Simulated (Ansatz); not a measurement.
SnO$_{2}$

Input

```
crystal:
  lattice:
    - [4.7201335122, 0.0, 0.0]
    - [0.0, 4.7206343096, 0.0]
    - [0.0, 0.0, 3.1145231189]
  atoms:
    - { symbol: Sn, position: [0.5, 0.5, 0.5007371719] }
    - { symbol: Sn, position: [0.0, 0.0, -0.0007371719] }
    - { symbol: O, position: [0.305992035, 0.3061675039, -0.0047039304] }
    - { symbol: O, position: [0.805992035, 0.1938324961, 0.5047039304] }
    - { symbol: O, position: [0.194007965, 0.8061675039, 0.5047039304] }
    - { symbol: O, position: [0.694007965, 0.6938324961, -0.0047039304] }
basis:
  ecutwfc: 520.0
kpoints:
  mp_grid: { grid: [6, 6, 8] }
hamiltonian:
  xc: lda
  pseudopotentials: { kind: paw, azcp: { folder: soft_1 } }
scf:
  occupations: { method: gaussian, width: 0.05 }
output:
  forces: true
  stress: true
  eigenvalues: true
  write_density: true
  write_potential: true
  elf: true
  volumetric_format: npy
```

Launched as:

```sh
ansatz run input.yaml --threads 2 --pin off --max-ram 4096MiB --backend cpu --events-out ev --progress --plain --runs-dir out
```

Below, planes, directions and counts refer to the conventional cell (a = 4.72 Å, b = 4.72 Å, c = 3.11 Å, α = 90.00°, β = 90.00°, γ = 90.00°).

Space group P-42₁m; a point of a scan over the structure, not its minimum; a structure from a database of computed crystals, not necessarily the ambient phase; changed on purpose from its base cell (mode 14 frozen in at -0.015 Å, normal strain along z -0.0233); not relaxed (largest force 0.4 eV/Å); computed pressure about 7 GPa in this cell; PAW files of the earlier set (soft_1).

All numbers below come from DFT LDA, scalar-relativistic, plane waves, PAW in Ansatz.

Q: What can the converged valence pseudo-density and electron localisation function tell about the bonding?

A: Sn–O (2.01 Å): ρ at the midpoint is about 0.71 e/Å³; the ELF peaks at about 0.80 in the valence shell of O, 0.6 Å from its nucleus, and is about 0.30 at the midpoint; no shared electron pair shows on this line.

Q: Metal or insulator at this level of theory?

A: It is gapped, with a Kohn–Sham gap of 1.5 eV on the k-point mesh (the band edges may lie off the mesh, which would make the gap smaller).

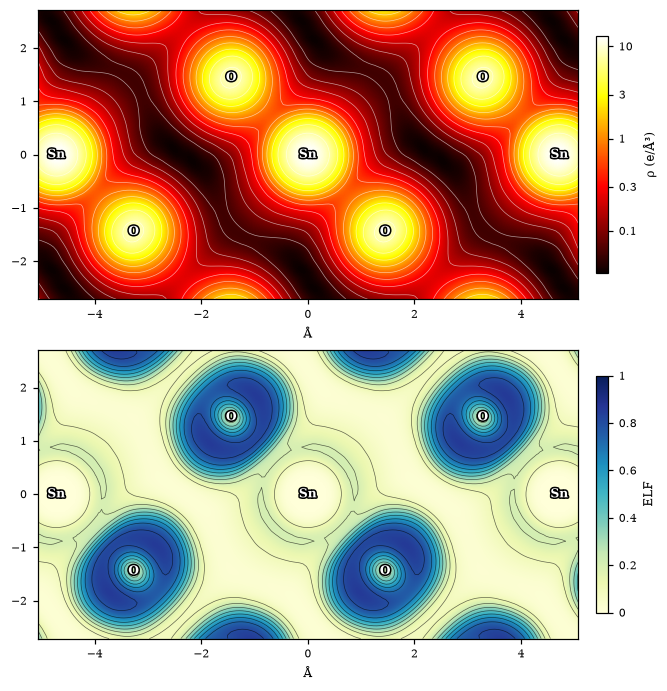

Computed valence pseudo-density and electron localisation function on the (001) plane of the conventional cell, in this order. 

The density is the valence pseudo-density of a PAW calculation; it isn't the true density close to the nuclei.
